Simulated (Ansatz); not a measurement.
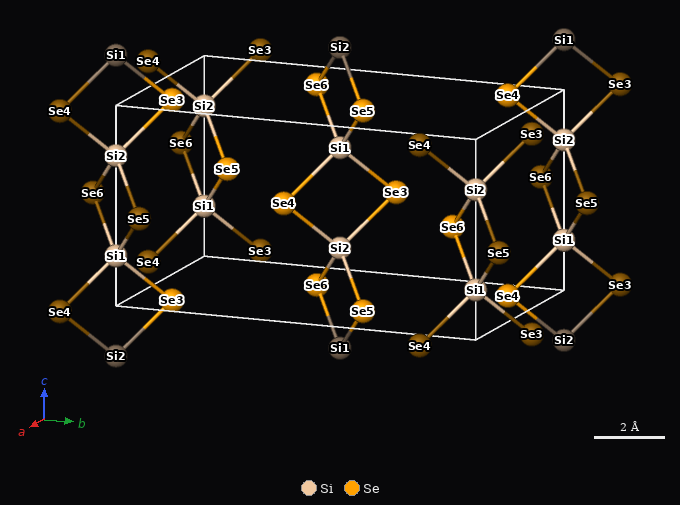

Fig. 1: The structure (ball-and-stick view of the cell 2 times as large as that of the calculation, set on its symmetry axes, seen slightly off an axis; neighbours outside the cell are drawn fainter; atoms are numbered from 1 in the order of the input). An atom can appear more than once, as a periodic image.

**SiSe₂: single-point calculation**

- system: SiSe₂ (Ibam, 6 atoms in the cell)
- method: DFT, PBE, plane waves, PAW, no spin polarisation (Ansatz 0.2.0)

The structure derives from an entry of the Crystallography Open Database. Figures and captions count atoms from 1; the log counts them from 0 in places.

### The input
```yaml
crystal:
  lattice:
    - [-3.3504059656, 5.5963407408, 2.9664658936]
    - [3.3504059656, -5.5963407408, 2.9664658936]
    - [3.3504059656, 5.5963407408, -2.9664658936]
  atoms:
    - { symbol: Si, position: [0.25, 0.25, 0.0] }
    - { symbol: Si, position: [0.75, 0.75, 0.0] }
    - { symbol: Se, position: [0.1101346453, 0.8124913907, 0.922626036] }
    - { symbol: Se, position: [0.8898653547, 0.1875086093, 0.077373964] }
    - { symbol: Se, position: [0.6101346453, 0.6875086093, 0.2976432546] }
    - { symbol: Se, position: [0.3898653547, 0.3124913907, 0.7023567454] }
basis:
  ecutwfc: "350 eV"
  ecutrho_ratio: 4
kpoints:
  mp_grid: { grid: [6, 6, 6] }
hamiltonian:
  xc: pbe
scf:
  occupations: { method: gaussian, width: 0.05 }
output:
  forces: true
  stress: true
  write_density: true
  write_potential: true
  elf: true
  volumetric_format: npy
```

Hardware: 4 threads of Arm Neoverse V2, 24 GiB of memory available, shared host.

Run as:
```bash
ansatz run input.yaml --threads 4 --pin off --max-ram 7168MiB --backend cpu --events-out ev --progress --plain --runs-dir out
```

### Output
```
Warning: basis.ecutwfc = 350 eV is below the records' recommended 420 eV, and the density's cutoff is lower with it unless basis.ecutrho_ratio is high enough to keep the records' density cutoff: compare with a run at a higher cutoff
Warning: basis.ecutrho_ratio = 4 (ecutrho = 1400 eV) is below the records' recommended 1680 eV
Engine: ansatz 0.2.0, aarch64-unknown-linux-gnu
Pseudopotentials: kind: paw
Pseudopotential: Si, paw, valence charge 4, recommended cutoff 420 eV (normal), Si.paw.azcp
Pseudopotential: Se, paw, valence charge 16, recommended cutoff 420 eV (normal), Se.paw.azcp
Functional definition: PBE
  parameter kappa = 0.804
  parameter beta = 0.06672455060314922
  exchange = pbe_x(kappa = kappa, mu = beta*pi^2/3)
  correlation = pbe_c(beta = beta)
Crystal: 6 atoms, lattice volume = 222.485 Å³
Basis set: ecut = 350 eV, 3259 PW (Γ), exchange–correlation on 90×90×90 points (8 copies of the dense FFT grid, shifted against one another)
Bands: 44, of which v1, the nominal top of the filled ones, is band 36 counted from 1 (35 counted from 0)
Symmetry: 8 space group operations
Space group: Ibam (ITA 72), of the structure as read, at distance tolerance 6.1e-5 Å
k-points: 46 of 216
Non-local potential: Si, projectors of the file, l = 0: 2, l = 1: 2, l = 2: 2
Non-local potential: Se, projectors of the file, l = 0: 2, l = 1: 2, l = 2: 3, l = 3: 1
PAW form: soft (Blöchl's): semilocal exchange-correlation on the pseudo side does not see the compensation charge
PAW one-centre angular grid: Si, 110 points (default); XC on 64 Gauss nodes
PAW one-centre angular grid: Se, 590 points (default); XC on 64 Gauss nodes
Initial density: superposition of atomic densities (neutral atoms: chi_scale 0, normalization atom), corrected by the library's trained network
Initial wavefunctions: pseudopotential atomic-orbital guess
Functional: x = pbe(κ = 0.804, μ = 0.2195149727645171), c = pbe(β = 0.06672455060314922)
SCF iter   1: F=—  HF=-23150.678033 eV  |F-HF|=—  |Δ(HF+E_count)|=         —  Δρ=1.19e-3  dr2=2.89e-3  ethr=1.77e-3  ⟨swp⟩=7.2  Hψ=8526  notcnv=0  defer=1
preconditioner: auto → Resta (q_TF=auto, 2.261 Å⁻¹)  ε∞=3.1  [insulator: Δε(μ)=2.267 eV  Ē_g=9.740 eV  σ=0.050 eV  W_gap=1.00  n_scr=48 (ndim 8)  ℏωp=14.1 eV  f_vac=0.331  D(μ)=0.00/eV (n_scr^D=0)  ε∞_Penn≈3.1]
SCF iter   2: F=—  HF=-23150.679037 eV  |F-HF|=—  |Δ(HF+E_count)|=   1.00e-3  Δρ=5.83e-4  dr2=4.33e-4  ethr=4.02e-6  ⟨swp⟩=2.2  Hψ=2962  notcnv=0  defer=13
SCF iter   3: F=—  HF=-23150.679617 eV  |F-HF|=—  |Δ(HF+E_count)|=   5.80e-4  Δρ=1.94e-4  dr2=7.23e-5  ethr=6.02e-7  ⟨swp⟩=2.0  Hψ=2586  notcnv=0  defer=13
SCF iter   4: F=—  HF=-23150.679745 eV  |F-HF|=—  |Δ(HF+E_count)|=   1.28e-4  Δρ=4.40e-5  dr2=5.67e-6  ethr=1.00e-7  ⟨swp⟩=2.0  Hψ=2591  notcnv=0  defer=13
SCF iter   5: F=—  HF=-23150.679754 eV  |F-HF|=—  |Δ(HF+E_count)|=   9.02e-6  Δρ=1.35e-5  dr2=6.45e-7  ethr=7.87e-9  ⟨swp⟩=3.0  Hψ=3503  notcnv=0  defer=13
SCF iter   6: F=-23150.679755 eV  HF=-23150.679755 eV  |F-HF|=1.28e-7  |Δ(HF+E_count)|=   1.10e-6  Δρ=5.18e-6  dr2=7.95e-8  ethr=1.39e-10  ⟨swp⟩=13.7  Hψ=15648  notcnv=0
SCF 1 converged in 6 iterations: F = -23150.679755 eV  dr2 = 7.95e-8
  Residual-converged pass: ⟨swp⟩=1.0  Hψ=2208  notcnv=0  max |occ|·‖R‖ = 7.0e-9 eV (tolerance 1.0e-8 eV)  dr2=7.95e-8  dr2_onsite=2.71e-8  max |Δocc| = 3.2e-233
  greatest PAW one-centre occupation: 1.000 electrons in one spin orbital (limit 2), on the Se atom at site 5 (counted from 0), in its partial waves of l = 2
SCF converged after 6 iterations
Free energy (F): -23150.679755 eV
Harris-Foulkes:  -23150.679755 eV  (|F-HF|=1.28e-7)
Internal energy: -23150.679755 eV  (E = F + TS)
E sigma→0 (E₀):  -23150.679755 eV
Fermi energy:    3.222379 eV
--- Per-component energies (eV) ---
  E_band       = -1891.972529
  E_kinetic    = 555.267512
  E_local      = -12952.384045  (includes V_loc(G=0)·N_el)
  E_nonlocal   = -2333.362298
  E_hartree    = 6226.231685
  E_xc         = -526.629185
  E_vxc        = -485.092170  (∫ρ·V_xc dr)
  E_paw        = -8670.239768  (= ΣΔE_a)
  E_vpaw       = 871.122567  (= ΣTr[D̂ρ^β])
  E_aug_tail   = 0.002770  (compensation charges beyond the density's cutoff)
  E_ewald      = -5449.566426
  E_smearing   = -0.000000  (= −TS)
  E_closure    = -0.000000  (closes the sum)
  Σ components = -23150.679755   (vs F -23150.679755, Δ=0.00e0)
--- Forces (eV/Å), atoms counted from 1 ---
  atom   1  Si     0.00000000     0.00000000     0.00000000
  atom   2  Si     0.00000000     0.00000000     0.00000000
  atom   3  Se     0.00340771     0.00320619     0.00000000
  atom   4  Se    -0.00340771    -0.00320619     0.00000000
  atom   5  Se    -0.00340771     0.00320619     0.00000000
  atom   6  Se     0.00340771    -0.00320619     0.00000000
  max |Σ_I F_I| component: 8.67e-19 eV/Å
--- Stress (GPa, compression-positive) ---
       -0.024167       0.000000       0.000000
        0.000000       0.010313       0.000000
        0.000000       0.000000       0.008989
  P = ⅓ Tr σ = -0.0016 GPa (-0.016 kbar)
--- Band table (eV; the first three rows and the last of 46) ---
  k-point 0: bands = ["-44.7793", "-44.7786", "-44.7786", "-44.7786", "-44.7738", "-44.7738", "-44.7730", "-44.7730", "-44.6494", "-44.6492", "-44.6492", "-44.6490", "-44.6122", "-44.6122", "-44.6120", "-44.6119", "-44.5872", "-44.5870", "-44.5866", "-44.5866", "-11.9725", "-10.3803", "-10.0425", "-9.9953", "-5.3850", "-4.0304", "-2.4652", "-1.3794", "-1.3659", "-0.4816", "-0.4201", "0.5597", "0.5908", "1.1688", "1.2663", "1.9181", "4.9948", "5.1605", "5.5920", "6.7095", "7.4041", "7.5423", "7.7046", "7.7877"]
  k-point 1: bands = ["-44.7793", "-44.7786", "-44.7786", "-44.7786", "-44.7738", "-44.7738", "-44.7730", "-44.7730", "-44.6494", "-44.6493", "-44.6492", "-44.6490", "-44.6122", "-44.6122", "-44.6121", "-44.6119", "-44.5872", "-44.5871", "-44.5866", "-44.5866", "-11.9644", "-10.3794", "-10.0523", "-10.0056", "-5.3875", "-3.9955", "-2.4555", "-1.3784", "-1.3423", "-0.4687", "-0.4073", "0.5636", "0.6114", "0.9885", "1.2126", "1.9640", "5.1235", "5.2430", "5.7335", "6.5396", "7.2520", "7.4635", "7.6497", "7.9156"]
  k-point 2: bands = ["-44.7793", "-44.7786", "-44.7786", "-44.7786", "-44.7738", "-44.7738", "-44.7730", "-44.7730", "-44.6494", "-44.6492", "-44.6492", "-44.6490", "-44.6123", "-44.6122", "-44.6121", "-44.6119", "-44.5872", "-44.5871", "-44.5866", "-44.5866", "-11.9479", "-10.3771", "-10.0789", "-10.0198", "-5.3926", "-3.9242", "-2.4315", "-1.3958", "-1.2716", "-0.4837", "-0.3284", "0.5046", "0.6154", "0.7318", "1.1377", "2.0484", "5.0410", "5.6890", "6.0800", "6.2545", "6.9599", "7.4098", "7.6484", "8.0486"]
  k-point 45: bands = ["-44.7794", "-44.7786", "-44.7786", "-44.7786", "-44.7738", "-44.7738", "-44.7730", "-44.7730", "-44.6494", "-44.6493", "-44.6492", "-44.6490", "-44.6123", "-44.6122", "-44.6120", "-44.6119", "-44.5872", "-44.5871", "-44.5866", "-44.5866", "-11.9260", "-10.3724", "-10.0921", "-10.0667", "-5.4203", "-3.8398", "-2.2627", "-1.2738", "-1.1919", "-0.3184", "-0.2367", "0.4052", "0.4251", "0.4871", "0.8943", "2.0337", "4.4010", "5.8131", "6.1613", "6.3680", "6.3683", "7.3402", "7.5451", "7.8412"]
```

### File v_z.tsv
```
# z_ang	v_es[eV]	v_tot[eV]
# format = ansatz-planar-average/11
# xc	pbe
# density_cutoff_ev	1400
# datasets	Si=:simpson_from_first_knot:soft	Se=:simpson_from_first_knot:soft
# lattice	-3.350405966	5.596340741	2.966465894
# lattice	3.350405966	-5.596340741	2.966465894
# lattice	3.350405966	5.596340741	-2.966465894
# sites	6
# site	14	0.000000000	0.000000000	1.483232947
# site	14	0.000000000	0.000000000	4.449698840
# site	34	5.444352005	1.232702005	-0.000000000
# site	34	-2.093946039	4.363638736	2.966465894
# site	34	1.256459926	1.232702005	2.966465894
# site	34	2.093946039	4.363638736	-0.000000000
0.000000	-4.152348e0	-1.387897e1
0.159233	-3.876220e0	-1.357041e1
0.318466	-3.068867e0	-1.264317e1
0.477699	-1.844176e0	-1.119683e1
0.636932	-4.432415e-1	-9.496831e0
0.796165	8.631085e-1	-7.885137e0
0.955398	1.856200e0	-6.620644e0
1.114631	2.451523e0	-5.726012e0
1.273864	2.866718e0	-4.985912e0
1.433097	3.341031e0	-4.202041e0
1.592330	3.894107e0	-3.341239e0
1.751563	4.403482e0	-2.541090e0
1.910796	4.762653e0	-1.880317e0
2.070029	5.003629e0	-1.319821e0
2.229262	5.183159e0	-8.582279e-1
2.388495	5.330379e0	-4.396144e-1
2.547728	5.469617e0	-3.616818e-2
2.706961	5.628465e0	3.688664e-1
2.866194	5.847811e0	8.191229e-1
3.025427	6.164641e0	1.306348e0
3.184660	6.543379e0	1.864014e0
3.343893	6.856392e0	2.358924e0
3.503126	7.004014e0	2.563950e0
3.662359	7.004014e0	2.563950e0
3.821592	6.856392e0	2.358924e0
3.980825	6.543379e0	1.864014e0
4.140058	6.164641e0	1.306348e0
4.299291	5.847811e0	8.191229e-1
4.458524	5.628465e0	3.688664e-1
4.617757	5.469617e0	-3.616818e-2
4.776990	5.330379e0	-4.396144e-1
4.936223	5.183159e0	-8.582279e-1
5.095456	5.003629e0	-1.319821e0
5.254689	4.762653e0	-1.880317e0
5.413922	4.403482e0	-2.541090e0
5.573155	3.894107e0	-3.341239e0
5.732388	3.341031e0	-4.202041e0
5.891621	2.866718e0	-4.985912e0
6.050854	2.451523e0	-5.726012e0
6.210087	1.856200e0	-6.620644e0
6.369320	8.631085e-1	-7.885137e0
6.528553	-4.432415e-1	-9.496831e0
6.687786	-1.844176e0	-1.119683e1
6.847019	-3.068867e0	-1.264317e1
7.006252	-3.876220e0	-1.357041e1
```

### Summary

| quantity | value |
| --- | --- |
| outcome | converged |
| space group (tolerance 0.01 Å) | Ibam (72) |
| electrons treated | 72 |
| free energy | −23150.6798 eV |
| Fermi energy | 3.222 eV |
| gap on the k-point mesh | 2.26 eV |
| pressure | 0.00 GPa |
| largest force (length of the vector) | 0.005 eV/Å |
| wall time | 5.4 s (CPU time 21 s) |
| peak memory | 0.66 GiB |

Settings chosen away from the usual ones: basis.ecutwfc = "350 eV". These settings are looser than, or depart from, a standard set-up, so the numbers are not reference values for this system. The program warns: the cutoff is below the recommended one. So coarse a mesh can miss the band edges, so the true gap of this method can be much smaller, or zero.
